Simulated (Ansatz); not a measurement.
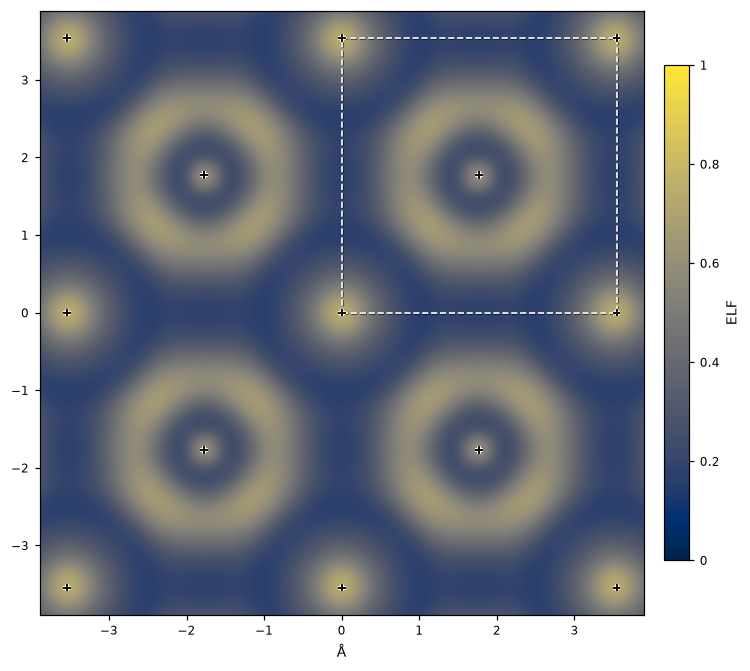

The electron localisation function on a plane through atoms (crosses mark nuclei in the plane).

Level of theory: Ansatz 0.2.0, Kohn-Sham DFT of a periodic cell, BLYP, Ansatz PAW.

Candidates:
A. SiNi3, a = 3.54 Å, b = 3.54 Å, c = 3.54 Å, α = 90.00°, β = 90.00°, γ = 90.00°. Space group Pm-3m; computed pressure about 3 GPa in this cell; the program warned that a starting moment wasn't kept; spin-polarised, but the moments vanished.
B. Rh, a = 3.80 Å, b = 3.80 Å, c = 3.80 Å, α = 90.00°, β = 90.00°, γ = 90.00°. Space group Fm-3m; computed pressure about 21 GPa in this cell.

> Which candidate gave the map?

Candidate A: SiNi3 on the (100) plane of the conventional cell, which holds Ni and Si. Si–Ni (2.50 Å): the ELF peaks at about 0.65 in the valence shell of Si, 0.9 Å from its nucleus, and is about 0.40 at the midpoint.
